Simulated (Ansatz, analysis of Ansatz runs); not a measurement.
## Sb-vacancy pair (E centre) in Si: charge-transition level against experiment

How near does this set-up come to the measured charge-transition level? Subject: Sb-vacancy pair (E centre) in Si. Set-up: PBE, 64-site cell, PBE lattice, 420 eV, k: the single point 1/4 1/4 1/4 then 2x2x2 shifted 0.5 0.5 0.5. The model is a cell of 64 host atoms with 1 site emptied and Sb put on another atom's site. The level is the Fermi energy at which two charge states have equal formation energy, after a correction for the images of the charge. A local or semilocal functional is the cheapest first rung.

**The experiment.** (0/-1) level below the conduction-band bottom: 0.44 eV, by DLTS (quoted in “E Center in Silicon Has a Donor Level in the Band Gap”, 2006, A. Nylandsted Larsen et al., quoting earlier work (2002)).

Main program and level: Ansatz 0.2.0; plane-wave PAW DFT, PBE; relaxation of all atoms of a defect supercell.

## Step 1: Starting point

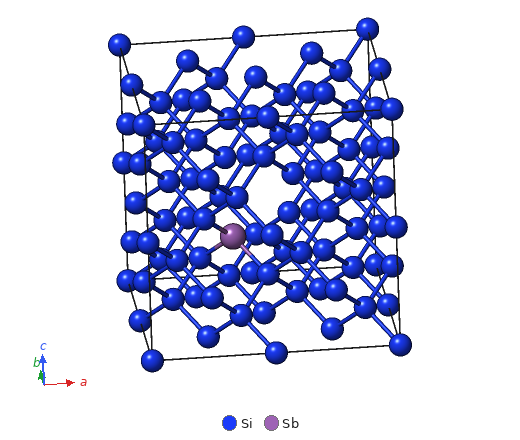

The cell as given, slightly off an axis (silicon blue, antimony purple). Bonds to atoms that aren't drawn are left out. Some periodic images of atoms are drawn too.

The cell holds 63 atoms: 62 Si and 1 Sb. Cell: a = 10.940 Å, b = 10.940 Å, c = 10.940 Å, α = 90.0°, β = 90.0°, γ = 90.0°. It derives from Si (space group Fd-3m). Nearest the centre at fractional (0.375, 0.375, 0.375): Si48 at 2.37 Å, Sb4 at 2.37 Å, Si41 at 2.37 Å, Si26 at 2.37 Å, Si52 at 3.87 Å, Si36 at 3.87 Å, Si20 at 3.87 Å, Si5 at 3.87 Å.

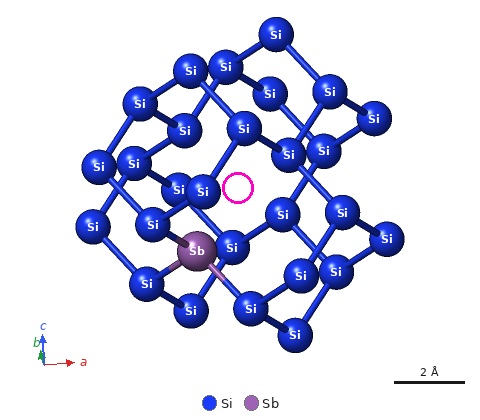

The atoms within 5 Å of the centre. A ring marks the centre wherever it is empty.

The host's primitive cell comes from a first run (plane-wave PAW DFT, PBE; relaxation of the host's cell and atoms): vectors of 3.868, 3.868 and 3.868 Å. That is 20.46 Å³ an atom, 2.2 % over the diffraction cell's volume. The supercell is built on it.

## Step 2: Relaxation, charge 0

Every later number rests on the structure around the defect, so the atoms are relaxed at the host's lattice first.

Input file relax0/input.yaml:

```yaml
relax:
  f_tol: 0.02
  max_steps: 80
  random_displacement: { amplitude: 0.12, seed: 605 }
crystal:
  lattice:
    - [10.93956648, 0.0, 0.0]
    - [0.0, 10.93956648, 0.0]
    - [0.0, 0.0, 10.93956648]
  atoms:
    - { symbol: Si, position: [0.0, 0.0, 0.25] }
    - { symbol: Si, position: [0.0, 0.25, 0.0] }
    - { symbol: Si, position: [0.25, 0.0, 0.0] }
    - { symbol: Sb, position: [0.25, 0.25, 0.25] }
    - { symbol: Si, position: [0.125, 0.125, 0.375] }
    - { symbol: Si, position: [0.125, 0.375, 0.125] }
    - { symbol: Si, position: [0.375, 0.125, 0.125] }
    - { symbol: Si, position: [0.0, 0.0, 0.75] }
    - { symbol: Si, position: [0.0, 0.25, 0.5] }
    - { symbol: Si, position: [0.25, 0.0, 0.5] }
    - { symbol: Si, position: [0.25, 0.25, 0.75] }
    - { symbol: Si, position: [0.125, 0.125, 0.875] }
    - { symbol: Si, position: [0.125, 0.375, 0.625] }
    - { symbol: Si, position: [0.375, 0.125, 0.625] }
    - { symbol: Si, position: [0.375, 0.375, 0.875] }
    - { symbol: Si, position: [0.0, 0.5, 0.25] }
    - { symbol: Si, position: [0.0, 0.75, 0.0] }
    - { symbol: Si, position: [0.25, 0.5, 0.0] }
    - { symbol: Si, position: [0.25, 0.75, 0.25] }
    - { symbol: Si, position: [0.125, 0.625, 0.375] }
    - { symbol: Si, position: [0.125, 0.875, 0.125] }
    - { symbol: Si, position: [0.375, 0.625, 0.125] }
    - { symbol: Si, position: [0.375, 0.875, 0.375] }
    - { symbol: Si, position: [0.0, 0.5, 0.75] }
    - { symbol: Si, position: [0.0, 0.75, 0.5] }
    - { symbol: Si, position: [0.25, 0.5, 0.5] }
    - { symbol: Si, position: [0.25, 0.75, 0.75] }
    - { symbol: Si, position: [0.125, 0.625, 0.875] }
    - { symbol: Si, position: [0.125, 0.875, 0.625] }
    - { symbol: Si, position: [0.375, 0.625, 0.625] }
    - { symbol: Si, position: [0.375, 0.875, 0.875] }
    - { symbol: Si, position: [0.5, 0.0, 0.25] }
    - { symbol: Si, position: [0.5, 0.25, 0.0] }
    - { symbol: Si, position: [0.75, 0.0, 0.0] }
    - { symbol: Si, position: [0.75, 0.25, 0.25] }
    - { symbol: Si, position: [0.625, 0.125, 0.375] }
    - { symbol: Si, position: [0.625, 0.375, 0.125] }
    - { symbol: Si, position: [0.875, 0.125, 0.125] }
    - { symbol: Si, position: [0.875, 0.375, 0.375] }
    - { symbol: Si, position: [0.5, 0.0, 0.75] }
    - { symbol: Si, position: [0.5, 0.25, 0.5] }
    - { symbol: Si, position: [0.75, 0.0, 0.5] }
    - { symbol: Si, position: [0.75, 0.25, 0.75] }
    - { symbol: Si, position: [0.625, 0.125, 0.875] }
    - { symbol: Si, position: [0.625, 0.375, 0.625] }
    - { symbol: Si, position: [0.875, 0.125, 0.625] }
    - { symbol: Si, position: [0.875, 0.375, 0.875] }
    - { symbol: Si, position: [0.5, 0.5, 0.25] }
    - { symbol: Si, position: [0.5, 0.75, 0.0] }
    - { symbol: Si, position: [0.75, 0.5, 0.0] }
    - { symbol: Si, position: [0.75, 0.75, 0.25] }
    - { symbol: Si, position: [0.625, 0.625, 0.375] }
    - { symbol: Si, position: [0.625, 0.875, 0.125] }
    - { symbol: Si, position: [0.875, 0.625, 0.125] }
    - { symbol: Si, position: [0.875, 0.875, 0.375] }
    - { symbol: Si, position: [0.5, 0.5, 0.75] }
    - { symbol: Si, position: [0.5, 0.75, 0.5] }
    - { symbol: Si, position: [0.75, 0.5, 0.5] }
    - { symbol: Si, position: [0.75, 0.75, 0.75] }
    - { symbol: Si, position: [0.625, 0.625, 0.875] }
    - { symbol: Si, position: [0.625, 0.875, 0.625] }
    - { symbol: Si, position: [0.875, 0.625, 0.625] }
    - { symbol: Si, position: [0.875, 0.875, 0.875] }
  host:
    repeats: [2, 2, 2]
    atoms:
      - { symbol: Si, position: [0.0, 0.0, 0.5] }
      - { symbol: Si, position: [0.0, 0.5, 0.0] }
      # ... 6 more atoms of the perfect host
basis:
  ecutwfc: 420
  xc_grid: 2
hamiltonian:
  xc: pbe
kpoints:
  mp_grid: { grid: [1, 1, 1], shift: [0.25, 0.25, 0.25] }
magnetization:
  spin_polarized: true
  initial_magnetization: 1
  spin_locking: { lock_magnetization: hard }
scf:
  occupations: { method: fermi_dirac, width: 0.01 }
  max_iter: 120
output:
  forces: true
  charged_corrections:
    epsilon: 12.98
    static_epsilon: 12.98
    defect_position: [0.3125, 0.3125, 0.3125]
checkpoint:
  write: "../relax0.run"
  compress: false
  write_wavefunctions: true
  write_every: 100000
```

Command:

```sh
ansatz run input.yaml --threads 2 --pin off --max-ram 4710MiB --backend cpu --events-out ev --progress --plain --runs-dir out
```

Numbers of over 12 decimals in the logs are rounded to 6 here.

What it wrote:

```text
[... repeated set-up lines and file paths are left out, and long positions are rounded to six places ...]
Engine: ansatz 0.2.0, aarch64-unknown-linux-gnu
Pseudopotentials: kind: paw
Pseudopotential: Si, paw, valence charge 4, recommended cutoff 420 eV (normal), Si.paw.azcp
Pseudopotential: Sb, paw, valence charge 15, recommended cutoff 420 eV (normal), Sb.paw.azcp
Functional definition: PBE
  parameter kappa = 0.804
  parameter beta = 0.066725
  exchange = pbe_x(kappa = kappa, mu = beta*pi^2/3)
  correlation = pbe_c(beta = beta)
Crystal: 63 atoms, lattice volume = 1309.183 Å³
Basis set: ecut = 420 eV, 25677 PW (Γ), exchange–correlation on 150×150×150 points (8 copies of the dense FFT grid, shifted against one another)
Bands: 195, of which v1, the nominal top of the filled ones, is band 132 counted from 1 (131 counted from 0)
Symmetry: 1 space group operations
k-points: 1
Non-local potential: Si, projectors of the file, l = 0: 2, l = 1: 2, l = 2: 2
Non-local potential: Sb, projectors of the file, l = 0: 2, l = 1: 2, l = 2: 2, l = 3: 2
PAW form: soft (Blöchl's): semilocal exchange-correlation on the pseudo side does not see the compensation charge
PAW one-centre angular grid: Si, 110 points (default); XC on 64 Gauss nodes
PAW one-centre angular grid: Sb, 590 points (default); XC on 64 Gauss nodes
Initial density: superposition of atomic densities (chi_scale 0.1, normalization cell)
Starting moments: Σ|m| = 1 μB on 63 of 63 sites
Initial wavefunctions: pseudopotential atomic-orbital guess
Functional: x = pbe(κ = 0.804, μ = 0.219515), c = pbe(β = 0.066725)
SCF iter   1: F=—  HF=-45899.551391 eV  |F-HF|=—  |Δ(HF+E_count)|=         —  Δρ=2.24e-2 (↑2.23e-2 ↓2.24e-2)  dr2=2.50e1  dr2_m=2.25e-2  M=1.000 μB ∫|m|=1.001 μB  β_m=0.30  ethr=3.10e-3  ⟨swp⟩=7.0  Hψ=1797  notcnv=0  defer=65
preconditioner: auto → Resta (q_TF=auto, 2.088 Å⁻¹)  ε∞=5.3  [insulator: Δε(μ)=0.118 eV  Ē_g=7.844 eV  σ=0.010 eV  W_gap=0.99  n_scr=202 (ndim 8)  ℏωp=16.3 eV  f_vac=0.000  D(μ)=0.54/eV (n_scr^D=0)  ε∞_Penn≈5.3]
spin=Collinear: Resta preconditioning applied to the charge; magnetization (m = ρ↑ − ρ↓) channel mixes plain (no charge-response kernel on spin).
SCF iter   2: F=—  HF=-45896.990687 eV  |F-HF|=—  |Δ(HF+E_count)|=    2.56e0  Δρ=1.67e-2 (↑1.66e-2 ↓1.67e-2)  dr2=1.38e1  dr2_m=1.49e-2  M=1.000 μB ∫|m|=1.011 μB  β_m=0.65  ethr=3.10e-3  ⟨swp⟩=1.0  Hψ=450  notcnv=0  defer=82
SCF iter   3: F=—  HF=-45893.988475 eV  |F-HF|=—  |Δ(HF+E_count)|=    3.00e0  Δρ=1.80e-3 (↑1.80e-3 ↓1.43e-3)  dr2=3.64e-1  dr2_m=2.11e-3  M=1.000 μB ∫|m|=1.177 μB  β_m=0.66  ethr=3.10e-3  ⟨swp⟩=2.5  Hψ=511  notcnv=0  defer=82
SCF iter   4: F=—  HF=-45894.021205 eV  |F-HF|=—  |Δ(HF+E_count)|=   3.27e-2  Δρ=1.11e-3 (↑1.11e-3 ↓9.12e-4)  dr2=1.40e-1  dr2_m=6.25e-4  M=1.000 μB ∫|m|=1.175 μB  β_m=0.70  ethr=1.38e-4  ⟨swp⟩=3.0  Hψ=596  notcnv=0  defer=114
SCF iter   5: F=—  HF=-45894.043678 eV  |F-HF|=—  |Δ(HF+E_count)|=   2.25e-2  Δρ=5.92e-4 (↑5.92e-4 ↓4.36e-4)  dr2=3.18e-2  dr2_m=5.40e-4  M=1.000 μB ∫|m|=1.227 μB  β_m=0.75  ethr=5.32e-5  ⟨swp⟩=3.0  Hψ=406  notcnv=0  defer=114
SCF iter   6: F=—  HF=-45894.054801 eV  |F-HF|=—  |Δ(HF+E_count)|=   1.11e-2  Δρ=2.53e-4 (↑2.53e-4 ↓1.81e-4)  dr2=3.73e-3  dr2_m=1.88e-4  M=1.000 μB ∫|m|=1.258 μB  β_m=0.82  ethr=1.21e-5  ⟨swp⟩=3.0  Hψ=446  notcnv=0  defer=114
SCF iter   7: F=—  HF=-45894.057280 eV  |F-HF|=—  |Δ(HF+E_count)|=   2.48e-3  Δρ=1.43e-4 (↑1.43e-4 ↓7.22e-5)  dr2=6.25e-4  dr2_m=1.13e-4  M=1.000 μB ∫|m|=1.297 μB  β_m=0.91  ethr=1.42e-6  ⟨swp⟩=2.0  Hψ=594  notcnv=0  defer=114
SCF iter   8: F=—  HF=-45894.057928 eV  |F-HF|=—  |Δ(HF+E_count)|=   6.48e-4  Δρ=1.11e-4 (↑1.11e-4 ↓4.87e-5)  dr2=2.85e-4  dr2_m=7.33e-5  M=1.000 μB ∫|m|=1.329 μB  β_m=0.96  ethr=2.38e-7  ⟨swp⟩=2.5  Hψ=522  notcnv=0  defer=114
SCF iter   9: F=—  HF=-45894.058371 eV  |F-HF|=—  |Δ(HF+E_count)|=   4.42e-4  Δρ=8.02e-5 (↑8.02e-5 ↓3.44e-5)  dr2=1.80e-4  dr2_m=3.70e-5  M=1.000 μB ∫|m|=1.367 μB  β_m=0.98  ethr=1.08e-7  ⟨swp⟩=3.0  Hψ=539  notcnv=0  defer=114
SCF iter  10: F=—  HF=-45894.058697 eV  |F-HF|=—  |Δ(HF+E_count)|=   3.27e-4  Δρ=2.22e-5 (↑2.22e-5 ↓1.49e-5)  dr2=2.90e-5  dr2_m=2.84e-6  M=1.000 μB ∫|m|=1.420 μB  β_m=0.99  ethr=6.86e-8  ⟨swp⟩=3.5  Hψ=730  notcnv=0  defer=114
SCF iter  11: F=—  HF=-45894.058728 eV  |F-HF|=—  |Δ(HF+E_count)|=   3.02e-5  Δρ=5.71e-6 (↑5.71e-6 ↓4.10e-6)  dr2=2.09e-6  dr2_m=1.52e-7  M=1.000 μB ∫|m|=1.437 μB  β_m=0.99  ethr=3.80e-9  ⟨swp⟩=5.0  Hψ=1173  notcnv=0
SCF iter  12: F=—  HF=-45894.058729 eV  |F-HF|=—  |Δ(HF+E_count)|=   1.08e-6  Δρ=2.58e-6 (↑2.18e-6 ↓2.58e-6)  dr2=6.29e-7  dr2_m=3.90e-8  M=1.000 μB ∫|m|=1.438 μB  β_m=1.00  ethr=7.94e-10  ⟨swp⟩=4.0  Hψ=912  notcnv=0
SCF iter  13: F=-45894.058729 eV  HF=-45894.058729 eV  |F-HF|=2.08e-7  |Δ(HF+E_count)|=   1.59e-7  Δρ=2.04e-6 (↑2.04e-6 ↓1.25e-6)  dr2=3.17e-7  dr2_m=1.87e-8  M=1.000 μB ∫|m|=1.437 μB  ethr=2.39e-10  ⟨swp⟩=3.0  Hψ=875  notcnv=0
SCF 1 converged in 13 iterations: F = -45894.058729 eV  dr2 = 3.17e-7
  greatest PAW one-centre occupation: 0.996 electrons in one spin orbital (limit 2), on the Sb atom at site 3 (counted from 0), in its partial waves of l = 2
relax step   1: F+E_penalty+E_count = -45894.05872872 eV  Δ(F+E_penalty+E_count) = +0.000e0 eV  max|allowed force component| = 4.356e0 eV/Å  Δτ_max = 0.0000 Å  (13 SCF iters, dr2 threshold 1.00e-5 eV, accepted)
[... the SCF cycles and remarks between the steps are left out from here to the last step ...]
relax step   2: F+E_penalty+E_count = -45900.25140480 eV  Δ(F+E_penalty+E_count) = -6.193e0 eV  max|allowed force component| = 1.388e0 eV/Å  Δτ_max = 0.1967 Å  (9 SCF iters, dr2 threshold 1.00e-4 eV, accepted)
relax step   3: F+E_penalty+E_count = -45901.46949157 eV  Δ(F+E_penalty+E_count) = -1.218e0 eV  max|allowed force component| = 5.460e-1 eV/Å  Δτ_max = 0.1992 Å  (7 SCF iters, dr2 threshold 1.00e-4 eV, accepted)
relax step   4: F+E_penalty+E_count = -45901.75585858 eV  Δ(F+E_penalty+E_count) = -2.864e-1 eV  max|allowed force component| = 2.630e-1 eV/Å  Δτ_max = 0.2000 Å  (9 SCF iters, dr2 threshold 3.03e-5 eV, accepted)
relax step   5: F+E_penalty+E_count = -45901.80212550 eV  Δ(F+E_penalty+E_count) = -4.627e-2 eV  max|allowed force component| = 4.463e-2 eV/Å  Δτ_max = 0.0875 Å  (7 SCF iters, dr2 threshold 1.07e-5 eV, accepted)
SCF iter   1: F=—  HF=-45901.805521 eV  |F-HF|=—  |Δ(HF+E_count)|=         —  Δρ=2.18e-4 (↑2.18e-4 ↓2.15e-4)  dr2=2.30e-3  dr2_m=2.19e-5  M=1.000 μB ∫|m|=1.342 μB  β_m=0.30  ethr=8.48e-6  ⟨swp⟩=6.5  Hψ=1238  notcnv=0  defer=114
SCF iter   2: F=—  HF=-45901.805361 eV  |F-HF|=—  |Δ(HF+E_count)|=   1.59e-4  Δρ=1.58e-4 (↑1.58e-4 ↓1.57e-4)  dr2=1.05e-3  dr2_m=1.27e-5  M=1.000 μB ∫|m|=1.341 μB  β_m=0.65  ethr=8.74e-7  ⟨swp⟩=1.0  Hψ=450  notcnv=0  defer=114
SCF iter   3: F=—  HF=-45901.805271 eV  |F-HF|=—  |Δ(HF+E_count)|=   9.06e-5  Δρ=2.78e-5 (↑2.78e-5 ↓2.64e-5)  dr2=4.24e-5  dr2_m=1.01e-6  M=1.000 μB ∫|m|=1.339 μB  β_m=0.68  ethr=3.99e-7  ⟨swp⟩=2.0  Hψ=467  notcnv=0  defer=114
SCF iter   4: F=—  HF=-45901.804539 eV  |F-HF|=—  |Δ(HF+E_count)|=   7.32e-4  Δρ=6.97e-6 (↑6.63e-6 ↓6.97e-6)  dr2=2.24e-6  dr2_m=1.91e-7  M=1.000 μB ∫|m|=1.338 μB  β_m=0.82  ethr=1.61e-8  ⟨swp⟩=2.0  Hψ=501  notcnv=0  defer=114
SCF iter   5: F=—  HF=-45901.804540 eV  |F-HF|=—  |Δ(HF+E_count)|=   1.24e-6  Δρ=2.78e-6 (↑2.78e-6 ↓2.27e-6)  dr2=4.30e-7  dr2_m=4.51e-8  M=1.000 μB ∫|m|=1.337 μB  β_m=0.86  ethr=8.50e-10  ⟨swp⟩=2.0  Hψ=540  notcnv=0  defer=114
iter 6 did not close the SCF: its close was put off for a magnetic moment that had not settled (scf_convergence_deferred on its scf_iter line)
SCF iter   6: F=-45901.804540 eV  HF=-45901.804540 eV  |F-HF|=2.05e-8  |Δ(HF+E_count)|=   2.17e-7  Δρ=1.12e-6 (↑1.09e-6 ↓1.12e-6)  dr2=8.21e-8  dr2_m=9.70e-9  M=1.000 μB ∫|m|=1.337 μB  β_m=0.90  ethr=3.80e-11  ⟨swp⟩=5.0  Hψ=1167  notcnv=0
iter 7 did not close the SCF: its close was put off for a magnetic moment that had not settled (scf_convergence_deferred on its scf_iter line)
SCF iter   7: F=-45901.804540 eV  HF=-45901.804540 eV  |F-HF|=1.77e-8  |Δ(HF+E_count)|=   5.31e-8  Δρ=8.30e-7 (↑8.30e-7 ↓5.69e-7)  dr2=3.60e-8  dr2_m=4.10e-9  M=1.000 μB ∫|m|=1.337 μB  β_m=0.90  ethr=3.12e-11  ⟨swp⟩=2.0  Hψ=1159  notcnv=0
iter 8 did not close the SCF: its close was put off for a magnetic moment that had not settled (scf_convergence_deferred on its scf_iter line)
SCF iter   8: F=-45901.804540 eV  HF=-45901.804540 eV  |F-HF|=9.46e-11  |Δ(HF+E_count)|=   1.36e-8  Δρ=3.20e-7 (↑3.20e-7 ↓2.61e-7)  dr2=2.98e-9  dr2_m=8.13e-10  M=1.000 μB ∫|m|=1.337 μB  β_m=0.95  ethr=1.37e-11  ⟨swp⟩=2.0  Hψ=1143  notcnv=0
SCF iter   9: F=-45901.804540 eV  HF=-45901.804540 eV  |F-HF|=2.91e-11  |Δ(HF+E_count)|=   3.62e-9  Δρ=1.23e-7 (↑1.23e-7 ↓9.40e-8)  dr2=4.31e-10  dr2_m=1.17e-10  M=1.000 μB ∫|m|=1.337 μB  ethr=1.13e-12  ⟨swp⟩=1.0  Hψ=943  notcnv=0
SCF 6 converged in 9 iterations: F = -45901.804540 eV  dr2 = 4.31e-10
relax step   6: F+E_penalty+E_count = -45901.80454019 eV  Δ(F+E_penalty+E_count) = -2.415e-3 eV  max|allowed force component| = 1.277e-2 eV/Å  Δτ_max = 0.0205 Å  (9 SCF iters, accepted)
NSCF: frozen V_eff on 1 k-points
the band table was solved once a step of the walk had ended and its energy, with any forces and stress, was formed, with the checks that follow a solve (1985 applications of the Hamiltonian). They found nothing against the state; [...]
SCF converged after 9 iterations
Stability checked in part: among states of this total moment the steps that led to this state did not find it unstable. No probe was made; neither looks for a lower state of another moment (fixed_total_moment; see scf.lower_state_search)
Magnetization: 1.0000 μB (132.0000 up, 131.0000 down)
Absolute magnetization: 1.3420 μB (∫|ρ↑−ρ↓|, with the PAW one-centre terms)
Spin contamination: 0.0272 ħ² per cell (⟨S²⟩ above its minimum at these occupations)
Per-site moments (μB) at R_I (Å): [(0.000382614, 0.973945), (-0.000785942, 0.973617), (0.000675725, 0.974011), [... 60 left out ...]
Free energy (F): -45901.804540 eV
Harris-Foulkes:  -45901.804540 eV  (|F-HF|=2.91e-11)
Internal energy: -45901.804447 eV  (E = F + TS)
E sigma→0 (E₀):  -45901.804494 eV
Entropy (-TS):   -0.000093 eV (-0.001 meV/atom)
Fermi energy:    6.310319 (↑ 6.310344, ↓ 6.039939) eV
--- Per-component energies (eV) ---
  E_band       = 34.256863
  E_kinetic    = 2681.436440
  E_local      = -4088.378291  (includes V_loc(G=0)·N_el)
  E_nonlocal   = 1965.531332
  E_hartree    = 1549.639593
  E_xc         = -3548.222409
  E_vxc        = -2978.477663  (∫ρ·V_xc dr)
  E_paw        = -36364.685940  (= ΣΔE_a)
  E_vpaw       = -645.134349  (= ΣTr[D̂ρ^β])
  E_aug_tail   = 0.000395  (compensation charges beyond the density's cutoff)
  E_ewald      = -8097.125567
  E_smearing   = -0.000093  (= −TS)
  E_closure    = -0.000000  (closes the sum)
  Σ components = -45901.804540   (vs F -45901.804540, Δ=0.00e0)
--- Forces (eV/Å), atoms counted from 1 ---
  atom   1  Si    -0.00038075    -0.00206353     0.00152573
  atom   2  Si    -0.00165256    -0.00021178     0.00461511
  [... 1 atom left out ...]
  atom   4  Sb    -0.00692691     0.00881919    -0.00282592
  atom   5  Si    -0.00492413    -0.00777129     0.00477129
  atom   6  Si    -0.00531992     0.00153637    -0.00448141
  atom   7  Si     0.00046658    -0.00774294    -0.00727794
  [... 2 atoms left out ...]
  atom  10  Si     0.00120934    -0.00008134     0.00491593
  [... 11 atoms left out ...]
  atom  22  Si     0.00592324     0.00909678    -0.00999617
  [... 3 atoms left out ...]
  atom  26  Si     0.00352060    -0.00180534     0.00448177
  [... 5 atoms left out ...]
  atom  32  Si     0.00562071    -0.00452952     0.00148606
  [... 8 atoms left out ...]
  atom  41  Si    -0.01277102     0.01239193    -0.00610166
  [... 6 atoms left out ...]
  atom  48  Si    -0.00223831     0.00003433     0.00414227
  [... 15 atoms left out ...]
  max |Σ_I F_I| component: 3.96e-6 eV/Å
--- Band table (eV) ---
  k-point 0 ↑: bands = ["-22.4521", "-22.4442", "-22.4336", "-22.4326", [... 187 left out ...] "9.8991", "10.0771", "10.1145", "10.1245"]
  k-point 0 ↓: bands = ["-22.4507", "-22.4428", "-22.4335", "-22.4320", [... 187 left out ...] "9.9256", "10.0855", "10.1315", "10.1412"]
--- Relaxed structure (6 steps of the walk, 6 accepted, 0 SCFs on fresh bases) ---
  F+E_penalty+E_count = -45901.80454019 eV   max|allowed force component| = 1.277e-2 eV/Å
  atoms:
    - { symbol: Si, position: [0.000129, -0.001537, 0.247803] }
    - { symbol: Si, position: [-0.000281, 0.247521, -0.001769] }
    [... 1 atom left out ...]
    - { symbol: Sb, position: [0.279952, 0.282470, 0.279350] }
    - { symbol: Si, position: [0.122991, 0.122785, 0.374418] }
    - { symbol: Si, position: [0.122230, 0.375635, 0.121231] }
    - { symbol: Si, position: [0.375441, 0.122949, 0.122101] }
    [... 2 atoms left out ...]
    - { symbol: Si, position: [0.248667, -0.001990, 0.497475] }
    [... 11 atoms left out ...]
    - { symbol: Si, position: [0.374374, 0.618538, 0.127214] }
    [... 3 atoms left out ...]
    - { symbol: Si, position: [0.254909, 0.490090, 0.494791] }
    [... 5 atoms left out ...]
    - { symbol: Si, position: [0.498669, -0.002047, 0.247330] }
    [... 8 atoms left out ...]
    - { symbol: Si, position: [0.499717, 0.255980, 0.496783] }
    [... 6 atoms left out ...]
    - { symbol: Si, position: [0.497218, 0.489560, 0.255103] }
    [... 15 atoms left out ...]
```

Run time: 6.9 min. Hardware: 2 threads of Arm Neoverse V1, shared host; peak memory 2.7 GiB.

(Part 1 of 3 ends here.)

[Logs are printed without paths, hosts, clocks, repeated set-up lines and the standing remarks that a program may print on its own settings, such as how far it seeks lower states.]

[Hosts, paths, dates, database ids (printed as entryN), source tags and the programs' standing remarks are cut or masked in the printed files.]

[For some hosts the program warned that the k-mesh of the response run may be too coarse for force constants and the static dielectric constant; such warnings are not shown here.]
